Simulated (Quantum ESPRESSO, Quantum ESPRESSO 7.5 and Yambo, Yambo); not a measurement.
**Quasiparticle gap of GaN (honeycomb monolayer) in Yambo**

Aim: the G0W0 gap of GaN (honeycomb monolayer) on PBE, step by step.

Calculated with Quantum ESPRESSO 7.5 and Yambo 5.3.0; PBE and many-body steps on it, plane waves.

## (1) The starting structure

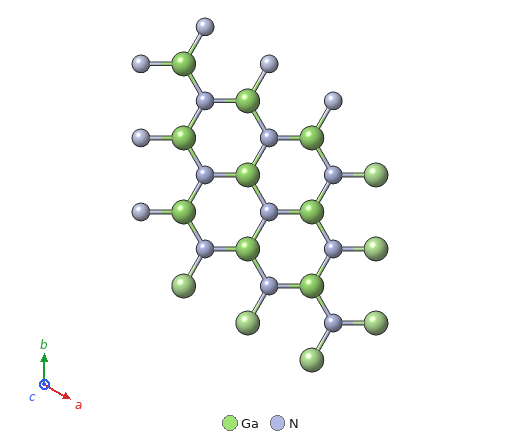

The cell as given, from above (gallium green, nitrogen light blue). 3×3×1 cells are drawn. Some periodic images of atoms are drawn too.

The cell holds 2 atoms: 1 Ga and 1 N. Cell: a = 3.214 Å, b = 3.214 Å, c = 14.000 Å, α = 90.0°, β = 90.0°, γ = 120.0°. Vacuum lies along c.

The structure was relaxed with PBE. The runs that relaxed it are not among those shown.

## (2) Ground state

This step: Quantum ESPRESSO 7.5; DFT, PBE, plane waves, norm-conserving pseudopotentials.

The ground-state density comes first.

Contents of pw.in:

```
&control
  calculation = 'scf'
  prefix = 'x'
  outdir = 'o'
  pseudo_dir = 'pseudo'
/
&system
  ibrav = 0
  nat = 2
  ntyp = 2
  ecutwfc = 104.0
  nbnd = 18
  force_symmorphic = .true.
/
&electrons
  conv_thr = 1e-10
  electron_maxstep = 80
  mixing_beta = 0.5
/
ATOMIC_SPECIES
  Ga 69.723 Ga.upf
  N 14.007 N.upf
CELL_PARAMETERS angstrom
  3.2137349432 0.0000000002 0.0000000000
  -1.6068674718 2.7831761017 0.0000000000
  0.0000000000 0.0000000000 14.0000000000
ATOMIC_POSITIONS crystal
  Ga 0.3333333333 0.6666666667 0.5000451249
  N 0.6666666667 0.3333333333 0.4999548751
K_POINTS automatic
  12 12 1 0 0 0
```

Command:

```bash
OMP_NUM_THREADS=1 mpirun -n 8 pw.x -nk 8 -in pw.in > pw.out
```

Log:

```text
Program PWSCF v.7.5 starts

     This program is part of the open-source Quantum ESPRESSO suite
     for quantum simulation of materials; please cite
         "P. Giannozzi et al., J. Phys.:Condens. Matter 21 395502 (2009);
         "P. Giannozzi et al., J. Phys.:Condens. Matter 29 465901 (2017);
         "P. Giannozzi et al., J. Chem. Phys. 152 154105 (2020);
     in publications or presentations arising from this work. More details at
     Message from routine setup:
     using ibrav=0 with symmetry is DISCOURAGED, use correct ibrav instead

     G-vector sticks info

     bravais-lattice index     =            0
     lattice parameter (alat)  =       6.0731  a.u.
     unit-cell volume          =     845.0363 (a.u.)^3
     number of atoms/cell      =            2
     number of atomic types    =            2
     number of electrons       =        26.00
     number of Kohn-Sham states=           18
     kinetic-energy cutoff     =     104.0000  Ry
     charge density cutoff     =     416.0000  Ry
     scf convergence threshold =      1.0E-10
     mixing beta               =       0.5000
     number of iterations used =            8  plain     mixing
     Exchange-correlation= PBE
                           (   1   4   3   4   0   0   0)

     celldm(1)=   6.073079  celldm(2)=   0.000000  celldm(3)=   0.000000
     celldm(4)=   0.000000  celldm(5)=   0.000000  celldm(6)=   0.000000

     crystal axes: (cart. coord. in units of alat)
               a(1) = (   1.000000   0.000000   0.000000 )
               a(2) = (  -0.500000   0.866025   0.000000 )
               a(3) = (   0.000000   0.000000   4.356302 )

     reciprocal axes: (cart. coord. in units 2 pi/alat)
               b(1) = (  1.000000  0.577350 -0.000000 )
               b(2) = ( -0.000000  1.154701  0.000000 )
               b(3) = (  0.000000 -0.000000  0.229552 )
     Pseudo is Norm-conserving + core correction, Zval = 21.0
     Generated using ONCVPSP code by D. R. Hamann
     Using radial grid of 1902 points,  6 beta functions with:
     Pseudo is Norm-conserving + core correction, Zval =  5.0
     Generated using ONCVPSP code by D. R. Hamann
     Using radial grid of 1058 points,  4 beta functions with:
     Ga               21.00    69.72300     Ga( 1.00)
     N                 5.00    14.00700     N ( 1.00)

      6 Sym. Ops. (no inversion) found

   Cartesian axes

     site n.     atom                  positions (alat units)
         1        Ga     tau(   1) = (  -0.0000000   0.5773503   2.1783476  )
         2        N      tau(   2) = (   0.5000000   0.2886751   2.1779544  )

     number of k points=    19
                       cart. coord. in units 2pi/alat
        k(    1) = (   0.0000000   0.0000000   0.0000000), wk =   0.0138889
        k(    2) = (  -0.0000000   0.0962250   0.0000000), wk =   0.0833333
        k(    3) = (  -0.0000000   0.1924501   0.0000000), wk =   0.0833333
        k(    4) = (  -0.0000000   0.2886751   0.0000000), wk =   0.0833333
        k(    5) = (  -0.0000000   0.3849002   0.0000000), wk =   0.0833333
        k(    6) = (  -0.0000000   0.4811252   0.0000000), wk =   0.0833333
        k(    7) = (   0.0000000  -0.5773503   0.0000000), wk =   0.0416667
        k(    8) = (   0.0833333   0.1443376   0.0000000), wk =   0.0833333
        k(    9) = (   0.0833333   0.2405626   0.0000000), wk =   0.1666667
        k(   10) = (   0.0833333   0.3367877   0.0000000), wk =   0.1666667
     [... 7 further rows ...]
        k(   18) = (   0.2500000   0.5292377   0.0000000), wk =   0.1666667
        k(   19) = (   0.3333333   0.5773503   0.0000000), wk =   0.0277778

     Dense  grid:   121095 G-vectors     FFT dimensions: (  40,  40, 180)

     Initial potential from superposition of free atoms

     starting charge      25.9973, renormalised to      26.0000
     Starting wfcs are   17 randomized atomic wfcs +    1 random wfcs

     per-process dynamical memory:    83.6 Mb

     Self-consistent Calculation

     iteration #  1     ecut=   104.00 Ry     beta= 0.50

     total energy              =    -517.15382709 Ry
     estimated scf accuracy    <       0.77080372 Ry

     iteration #  2     ecut=   104.00 Ry     beta= 0.50

     total energy              =    -517.37513029 Ry
     estimated scf accuracy    <       0.26812176 Ry

     iteration #  3     ecut=   104.00 Ry     beta= 0.50

     total energy              =    -517.42107238 Ry
     estimated scf accuracy    <       0.00585132 Ry

     iteration #  4     ecut=   104.00 Ry     beta= 0.50

     total energy              =    -517.42146601 Ry
     estimated scf accuracy    <       0.00173571 Ry

     iteration #  5     ecut=   104.00 Ry     beta= 0.50

     total energy              =    -517.42150020 Ry
     estimated scf accuracy    <       0.00008794 Ry

     iteration #  6     ecut=   104.00 Ry     beta= 0.50

     total energy              =    -517.42152521 Ry
     estimated scf accuracy    <       0.00001659 Ry

     iteration #  7     ecut=   104.00 Ry     beta= 0.50

     total energy              =    -517.42152786 Ry
     estimated scf accuracy    <       0.00000172 Ry

     iteration #  8     ecut=   104.00 Ry     beta= 0.50

     total energy              =    -517.42152774 Ry
     estimated scf accuracy    <       0.00000090 Ry

     iteration #  9     ecut=   104.00 Ry     beta= 0.50

     total energy              =    -517.42152785 Ry
     estimated scf accuracy    <       0.00000003 Ry

     iteration # 10     ecut=   104.00 Ry     beta= 0.50

     total energy              =    -517.42152786 Ry
     estimated scf accuracy    <          3.4E-09 Ry

     iteration # 11     ecut=   104.00 Ry     beta= 0.50

     total energy              =    -517.42152786 Ry
     estimated scf accuracy    <          3.4E-09 Ry

     iteration # 12     ecut=   104.00 Ry     beta= 0.50

     total energy              =    -517.42152786 Ry
     estimated scf accuracy    <          3.8E-10 Ry

     iteration # 13     ecut=   104.00 Ry     beta= 0.50

     End of self-consistent calculation

          k = 0.0000 0.0000 0.0000 ( 15025 PWs)   bands (ev):

  -144.3291 -95.2307 -94.9857 -94.9857 -17.5142 -15.7112 -15.7112 -15.4423
   -15.4423 -14.7434  -4.8202  -2.5844  -2.5844  -0.1006   2.5638   2.6446
     4.0564   4.7610

          k =-0.0000 0.0962 0.0000 ( 15077 PWs)   bands (ev):

  -144.3291 -95.2307 -94.9858 -94.9857 -17.4635 -15.7127 -15.6922 -15.4506
   -15.4435 -14.7068  -4.7111  -3.2047  -2.7248   0.3546   2.6519   2.8095
     4.2294   4.8059

          k =-0.0000 0.1925 0.0000 ( 15121 PWs)   bands (ev):

  -144.3291 -95.2307 -94.9860 -94.9858 -17.3299 -15.7097 -15.6391 -15.4730
   -15.4468 -14.5907  -4.4369  -4.3950  -3.0868   1.1406   2.8789   3.2696
     4.6988   4.9253

          k =-0.0000 0.2887 0.0000 ( 15141 PWs)   bands (ev):

     [... further k-points ...]

     highest occupied, lowest unoccupied level (ev):    -2.2617   -0.1006

!    total energy              =    -517.42152786 Ry
     estimated scf accuracy    <          2.8E-12 Ry

     The total energy is the sum of the following terms:
     one-electron contribution =   -1324.28299355 Ry
     hartree contribution      =     654.97096063 Ry
     xc contribution           =     -57.82227345 Ry
     ewald contribution        =     209.71277852 Ry

     convergence has been achieved in  13 iterations

     XML data file, charge density, pseudopotentials, collected wavefunctions

=------------------------------------------------------------------------------=
   JOB DONE.
=------------------------------------------------------------------------------=
```

Wall time 23 s (8 MPI ranks of Arm Neoverse V1, shared host); peak memory 1.1 GiB.

This step gave:

| Quantity | Value |
| --- | --- |
| total energy | -7039.8785 eV |
| gap | 2.161 eV |
| k of the valence top | 0.3333, 0.3333, 0 |
| k of the conduction bottom | 0, 0, 0 |
| least direct gap | 2.484 eV |

The gap is indirect, with the least direct gap 0.32 eV higher.

## (3) Bands along the symmetry lines

Levels along a band path, at the cheap level, show where the edges lie and whether the meshes to come will hold them.

Contents of pw.in:

```
&control
  calculation = 'bands'
  prefix = 'x'
  outdir = 'o'
  pseudo_dir = 'pseudo'
/
&system
  ibrav = 0
  nat = 2
  ntyp = 2
  ecutwfc = 104.0
  nbnd = 19
  force_symmorphic = .true.
/
&electrons
  conv_thr = 1e-9
  electron_maxstep = 80
  diago_full_acc = .true.
  diago_thr_init = 5e-6
/
ATOMIC_SPECIES
  Ga 69.723 Ga.upf
  N 14.007 N.upf
CELL_PARAMETERS angstrom
  3.2137349432 0.0000000002 0.0000000000
  -1.6068674718 2.7831761017 0.0000000000
  0.0000000000 0.0000000000 14.0000000000
ATOMIC_POSITIONS crystal
  Ga 0.3333333333 0.6666666667 0.5000451249
  N 0.6666666667 0.3333333333 0.4999548751
K_POINTS crystal
  25
  0.00000000 0.00000000 0.00000000 1
  0.06250000 0.00000000 0.00000000 1
  0.12500000 0.00000000 0.00000000 1
  0.18750000 0.00000000 0.00000000 1
  0.25000000 0.00000000 0.00000000 1
  0.31250000 0.00000000 0.00000000 1
  0.37500000 0.00000000 0.00000000 1
  0.43750000 0.00000000 0.00000000 1
  0.50000000 0.00000000 0.00000000 1
  0.47916667 0.04166667 0.00000000 1
  0.45833333 0.08333333 0.00000000 1
  0.43750000 0.12500000 0.00000000 1
  0.41666666 0.16666666 0.00000000 1
  0.39583333 0.20833333 0.00000000 1
  0.37500000 0.25000000 0.00000000 1
  0.35416666 0.29166666 0.00000000 1
  0.33333333 0.33333333 0.00000000 1
  0.29166666 0.29166666 0.00000000 1
  0.25000000 0.25000000 0.00000000 1
  0.20833333 0.20833333 0.00000000 1
  0.16666666 0.16666666 0.00000000 1
  0.12500000 0.12500000 0.00000000 1
  0.08333333 0.08333333 0.00000000 1
  0.04166667 0.04166667 0.00000000 1
  0.00000000 0.00000000 0.00000000 1
```

Log:

```text
[banner, memory and clock lines left out]
Program PWSCF v.7.5 starts

     Atomic positions and unit cell read from directory:
     o/x.save/

     Message from routine setup:
     using ibrav=0 with symmetry is DISCOURAGED, use correct ibrav instead

     G-vector sticks info

     bravais-lattice index     =            0
     lattice parameter (alat)  =       6.0731  a.u.
     unit-cell volume          =     845.0363 (a.u.)^3
     number of atoms/cell      =            2
     number of atomic types    =            2
     number of electrons       =        26.00
     number of Kohn-Sham states=           19
     kinetic-energy cutoff     =     104.0000  Ry
     charge density cutoff     =     416.0000  Ry
     Exchange-correlation= PBE
                           (   1   4   3   4   0   0   0)

     celldm(1)=   6.073079  celldm(2)=   0.000000  celldm(3)=   0.000000
     celldm(4)=   0.000000  celldm(5)=   0.000000  celldm(6)=   0.000000

     crystal axes: (cart. coord. in units of alat)
               a(1) = (   1.000000   0.000000   0.000000 )
               a(2) = (  -0.500000   0.866025   0.000000 )
               a(3) = (   0.000000   0.000000   4.356302 )

     reciprocal axes: (cart. coord. in units 2 pi/alat)
               b(1) = (  1.000000  0.577350 -0.000000 )
               b(2) = ( -0.000000  1.154701  0.000000 )
               b(3) = (  0.000000 -0.000000  0.229552 )
     Pseudo is Norm-conserving + core correction, Zval = 21.0
     Generated using ONCVPSP code by D. R. Hamann
     Using radial grid of 1902 points,  6 beta functions with:
     Pseudo is Norm-conserving + core correction, Zval =  5.0
     Generated using ONCVPSP code by D. R. Hamann
     Using radial grid of 1058 points,  4 beta functions with:
     Ga               21.00    69.72300     Ga( 1.00)
     N                 5.00    14.00700     N ( 1.00)

      6 Sym. Ops. (no inversion) found

   Cartesian axes

     site n.     atom                  positions (alat units)
         1        Ga     tau(   1) = (  -0.0000000   0.5773503   2.1783476  )
         2        N      tau(   2) = (   0.5000000   0.2886751   2.1779544  )

     number of k points=    25
                       cart. coord. in units 2pi/alat
        k(    1) = (   0.0000000   0.0000000   0.0000000), wk =   0.0800000
        k(    2) = (   0.0625000   0.0360844   0.0000000), wk =   0.0800000
        k(    3) = (   0.1250000   0.0721688   0.0000000), wk =   0.0800000
[...]
[... 13 further rows ...]
        k(   24) = (   0.0416667   0.0721688   0.0000000), wk =   0.0800000
        k(   25) = (   0.0000000   0.0000000   0.0000000), wk =   0.0800000

     Dense  grid:   121095 G-vectors     FFT dimensions: (  40,  40, 180)

     The potential is recalculated from file :
     o/x.save/charge-density

     Starting wfcs are   17 randomized atomic wfcs +    2 random wfcs

     Band Structure Calculation

     End of band structure calculation

          k = 0.0000 0.0000 0.0000 ( 15025 PWs)   bands (ev):

  -144.3291 -95.2306 -94.9856 -94.9856 -17.5142 -15.7112 -15.7112 -15.4423
   -15.4423 -14.7434  -4.8202  -2.5844  -2.5844  -0.1006   2.5638   2.6446
     4.0564   4.7610   7.3941

          k = 0.0625 0.0361 0.0000 ( 15067 PWs)   bands (ev):

  -144.3291 -95.2307 -94.9857 -94.9857 -17.4853 -15.7122 -15.7004 -15.4470
[...]
4.1545   4.7867   7.4775

          k = 0.1250 0.0722 0.0000 ( 15095 PWs)   bands (ev):

[...]
4.4352   4.8577   7.6292

[...]
k = 0.0417 0.0722 0.0000 ( 15067 PWs)   bands (ev):

[...]
4.1869   4.7950   7.5051

          k = 0.0000 0.0000 0.0000 ( 15025 PWs)   bands (ev):

  -144.3291 -95.2306 -94.9856 -94.9856 -17.5142 -15.7112 -15.7112 -15.4423
   -15.4423 -14.7434  -4.8202  -2.5844  -2.5844  -0.1006   2.5638   2.6446
     4.0564   4.7610   7.3941

     XML data file, pseudopotentials, collected wavefunctions
```

Run time: 8.1 s. Hardware: 8 MPI ranks; peak memory 0.83 GiB.

This step gave:

```yaml
gap: 2.161 eV
k_of_the_valence_top: 0.3333, 0.3333, 0
k_of_the_conduction_bottom: 0, 0, 0
least_direct_gap: 2.484 eV
```

The gap is 2.161 eV, as in the run before at this level.

Electronic bands along the path, in eV, zero at the top of the highest filled band:

| point | band 10 | band 11 | band 12 | band 13 | band 14 | band 15 | band 16 | band 17 |
| --- | --- | --- | --- | --- | --- | --- | --- | --- |
| Γ | -12.48 | -2.56 | -0.32 | -0.32 | 2.16 | 4.83 | 4.91 | 6.32 |
| M | -11.31 | -6.07 | -2.09 | -0.34 | 4.78 | 5.23 | 8.23 | 9.25 |
| K | -10.96 | -5.55 | -4.24 | 0.00 | 5.08 | 7.37 | 8.88 | 9.32 |
| Γ | -12.48 | -2.56 | -0.32 | -0.32 | 2.16 | 4.83 | 4.91 | 6.32 |

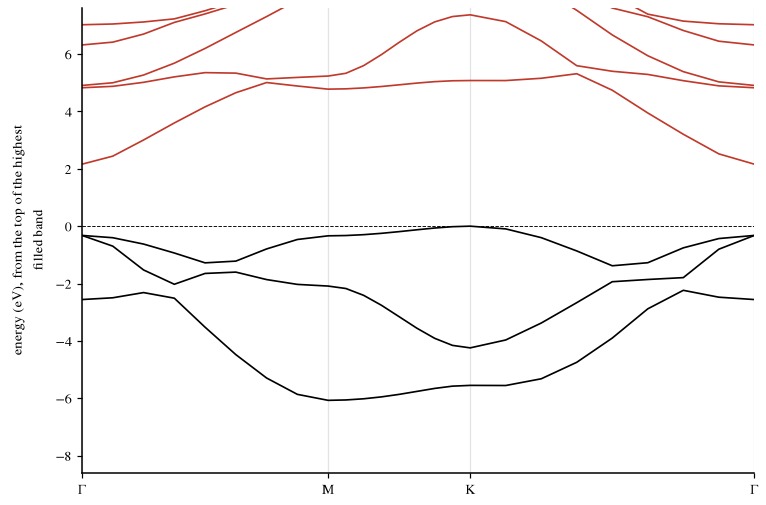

Electronic bands along the path; lines of filled and empty bands in two colours.

## (4) Empty states on the mesh, 6×6×1 mesh, 71 bands

The sums over transitions need many empty states on a uniform mesh; this step solves for them.

Contents of pw.in:

```
&control
  calculation = 'nscf'
  prefix = 'x'
  outdir = 'o'
  pseudo_dir = 'pseudo'
/
&system
  ibrav = 0
  nat = 2
  ntyp = 2
  ecutwfc = 104.0
  nbnd = 71
  force_symmorphic = .true.
/
&electrons
  conv_thr = 1e-9
  electron_maxstep = 80
  diago_full_acc = .true.
  diago_thr_init = 5e-6
/
ATOMIC_SPECIES
  Ga 69.723 Ga.upf
  N 14.007 N.upf
CELL_PARAMETERS angstrom
  3.2137349432 0.0000000002 0.0000000000
  -1.6068674718 2.7831761017 0.0000000000
  0.0000000000 0.0000000000 14.0000000000
ATOMIC_POSITIONS crystal
  Ga 0.3333333333 0.6666666667 0.5000451249
  N 0.6666666667 0.3333333333 0.4999548751
K_POINTS automatic
  6 6 1 0 0 0
```

Command:

```bash
OMP_NUM_THREADS=1 mpirun -n 8 pw.x -nk 4 -in pw.in > pw.out
```

Log:

```text
[banner, memory and clock lines left out]
Program PWSCF v.7.5 starts

     Atomic positions and unit cell read from directory:
     o/x.save/

     Message from routine setup:
     using ibrav=0 with symmetry is DISCOURAGED, use correct ibrav instead

     bravais-lattice index     =            0
     lattice parameter (alat)  =       6.0731  a.u.
     unit-cell volume          =     845.0363 (a.u.)^3
     number of atoms/cell      =            2
     number of atomic types    =            2
     number of electrons       =        26.00
     number of Kohn-Sham states=           71
     kinetic-energy cutoff     =     104.0000  Ry
     charge density cutoff     =     416.0000  Ry
     Exchange-correlation= PBE
                           (   1   4   3   4   0   0   0)

     celldm(1)=   6.073079  celldm(2)=   0.000000  celldm(3)=   0.000000
     celldm(4)=   0.000000  celldm(5)=   0.000000  celldm(6)=   0.000000

     crystal axes: (cart. coord. in units of alat)
               a(1) = (   1.000000   0.000000   0.000000 )
               a(2) = (  -0.500000   0.866025   0.000000 )
               a(3) = (   0.000000   0.000000   4.356302 )

     reciprocal axes: (cart. coord. in units 2 pi/alat)
               b(1) = (  1.000000  0.577350 -0.000000 )
               b(2) = ( -0.000000  1.154701  0.000000 )
               b(3) = (  0.000000 -0.000000  0.229552 )
     Pseudo is Norm-conserving + core correction, Zval = 21.0
     Generated using ONCVPSP code by D. R. Hamann
     Using radial grid of 1902 points,  6 beta functions with:
     Pseudo is Norm-conserving + core correction, Zval =  5.0
     Generated using ONCVPSP code by D. R. Hamann
     Using radial grid of 1058 points,  4 beta functions with:
     Ga               21.00    69.72300     Ga( 1.00)
     N                 5.00    14.00700     N ( 1.00)

      6 Sym. Ops. (no inversion) found

   Cartesian axes

     site n.     atom                  positions (alat units)
         1        Ga     tau(   1) = (  -0.0000000   0.5773503   2.1783476  )
         2        N      tau(   2) = (   0.5000000   0.2886751   2.1779544  )

     number of k points=     7
                       cart. coord. in units 2pi/alat
        k(    1) = (   0.0000000   0.0000000   0.0000000), wk =   0.0555556
        k(    2) = (  -0.0000000   0.1924501   0.0000000), wk =   0.3333333
        k(    3) = (  -0.0000000   0.3849002   0.0000000), wk =   0.3333333
        k(    4) = (   0.0000000  -0.5773503   0.0000000), wk =   0.1666667
        k(    5) = (   0.1666667   0.2886751   0.0000000), wk =   0.3333333
        k(    6) = (   0.1666667   0.4811252   0.0000000), wk =   0.6666667
        k(    7) = (   0.3333333   0.5773503   0.0000000), wk =   0.1111111

     Dense  grid:   121095 G-vectors     FFT dimensions: (  40,  40, 180)

     The potential is recalculated from file :
     o/x.save/charge-density

     Starting wfcs are   17 randomized atomic wfcs +   54 random wfcs

     Band Structure Calculation

     End of band structure calculation

          k = 0.0000 0.0000 0.0000 ( 15025 PWs)   bands (ev):

  -144.3291 -95.2306 -94.9856 -94.9856 -17.5142 -15.7112 -15.7112 -15.4423
   -15.4423 -14.7434  -4.8202  -2.5844  -2.5844  -0.1006   2.5638   2.6446
     4.0564   4.7610   7.3940   7.6562   8.6849   8.6849  12.1205  12.2385
[...]
28.8242  28.8242  29.0773  30.9378  31.0061  31.0061  31.2222

          k =-0.0000 0.1925 0.0000 ( 15121 PWs)   bands (ev):

[...]
29.4773  29.8808  30.0375  30.0850  30.6605  31.2297  31.2561

          k =-0.0000 0.3849 0.0000 ( 15145 PWs)   bands (ev):

[...]
25.7479  26.1674  26.5948  27.0999  27.2206  27.3136  27.5961  28.0244
    28.7020  29.5783  30.0654  30.3471  30.6045  31.3596  31.4663  31.5633
    31.7784  32.9421  33.1120  33.6391  33.7464  34.3929  34.6387

          k = 0.0000-0.5774 0.0000 ( 15148 PWs)   bands (ev):

     [... further k-points ...]

     highest occupied, lowest unoccupied level (ev):    -2.2617   -0.1006

     XML data file, pseudopotentials, collected wavefunctions
```

Run time: 10 s. Hardware: 8 MPI ranks; peak memory 0.81 GiB.

Numbers from this step:

```yaml
gap: 2.161 eV
k_of_the_valence_top: 0.3333, 0.3333, 0
k_of_the_conduction_bottom: 0, 0, 0
least_direct_gap: 2.484 eV
k_points_computed: 7
lowest_point_of_the_top_converged_band_above_the_valence_top: 33.48 eV
```

On this mesh the gap is 2.161 eV.

(Part 1 of 2 ends here.)

[Paths, hosts, dates, memory and timing lines, banners, echoed tables and standing remarks are left out of the program output.]

[Logs are printed without paths, hosts, clocks, repeated set-up lines and the standing remarks that a program may print on its own settings, such as how far it seeks lower states.]

[Runs of the session that timed out or met a known fault of the program may be left out.]

[Hosts, paths, dates, database ids (printed as entryN), source tags and the programs' standing remarks are cut or masked in the printed files.]
